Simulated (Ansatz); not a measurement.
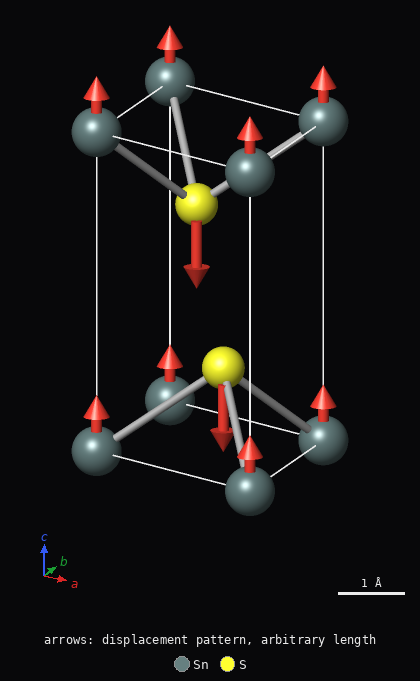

One vibrational mode of solid SnS$_{2}$ relaxed at 12 GPa at the zone centre. The red arrows are the displacements of the atoms (eigenvector over the root of the mass), of arbitrary overall length and sign. The picture is a ball-and-stick view of the cell of the calculation, seen slightly off an axis.

The calculation used Ansatz, DFT LDA, scalar-relativistic, plane waves, PAW.

Input
```yaml
crystal:
  lattice:
    - [3.5380016642, 0.0, 0.0]
    - [-1.7690008321, 3.0639993198, 0.0]
    - [0.0, 0.0, 5.01191203]
  atoms:
    - { symbol: Sn, position: [0.0, 0.0, 0.0] }
    - { symbol: S, position: [0.6666666667, 0.3333333333, 0.2912420324] }
    - { symbol: S, position: [0.3333333333, 0.6666666667, 0.7087579676] }
basis:
  ecutwfc: 420
kpoints:
  mp_grid: { grid: [12, 12, 8] }
hamiltonian:
  xc: lda
scf:
  occupations: { method: fermi_dirac, width: 0.15 }
output:
  eigenvalues: true
phonons:
  method: dfpt
  eigenvectors: true
```

Launched with:
```bash
ansatz run input.yaml --threads 1 --pin off --max-ram 3072MiB --backend cpu --events-out ev --progress --plain --runs-dir out
```

The frequencies depend somewhat on the k-mesh and the smearing.

**Describe the mode and give its frequency.**

This is the A₂u mode at 10.4 THz, the highest optical level, infrared-active by symmetry. The S sublattice moves against the Sn sublattice, along c; the kinetic energy is shared as S 65 %, Sn 35 %. The crystal is a metal, so free carriers screen the infrared response.
